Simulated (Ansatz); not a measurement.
Al$_{2}$O$_{3}$

```
CELL_PARAMETERS angstrom
9.53208 0.00000 0.00000
0.00000 9.53208 0.00000
0.00000 0.00000 9.53208
ATOMIC_POSITIONS crystal
Al 0.37500 0.37500 0.37500
Al 0.87500 0.87500 0.87500
Al 0.62500 0.12500 0.37500
Al 0.12500 0.62500 0.87500
Al 0.12500 0.37500 0.62500
Al 0.62500 0.87500 0.12500
Al 0.37500 0.62500 0.12500
Al 0.87500 0.12500 0.62500
O 0.50000 0.25000 0.37500
O 0.00000 0.75000 0.87500
O 0.25000 0.37500 0.50000
O 0.75000 0.87500 0.00000
O 0.37500 0.50000 0.25000
O 0.87500 0.00000 0.75000
O 0.62500 0.00000 0.25000
O 0.12500 0.50000 0.75000
O 0.25000 0.62500 0.00000
O 0.75000 0.12500 0.50000
O 0.00000 0.25000 0.62500
O 0.50000 0.75000 0.12500
```

Space group I4₁32; a structure generated by program, which may or may not match a known phase.

All numbers below come from Ansatz, DFT PBE, scalar-relativistic, plane waves, PAW.

Predict the valence pseudo-density and electron localisation function between the atoms.

Answer. Al–O (1.69 Å): ρ at the midpoint is about 0.89 e/Å³; the ELF peaks at about 0.85 in the valence shell of O, 0.7 Å from its nucleus, and is about 0.80 at the midpoint.

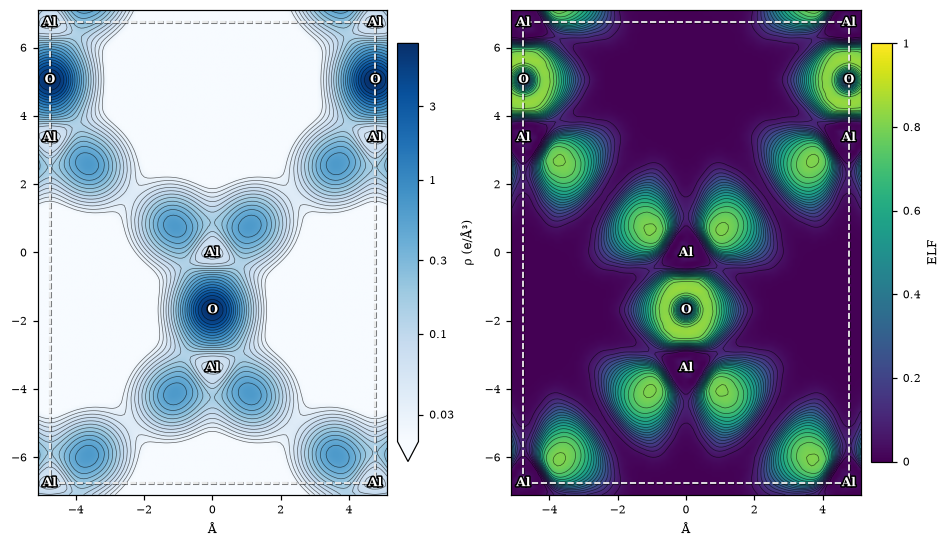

Computed valence pseudo-density and electron localisation function on the (011̄) plane of the conventional cell, in this order. Atoms just off the plane (O, 0.8 Å away) can leave unmarked features too.

In a PAW calculation such maps are meaningful between the atoms, not at the nuclei.
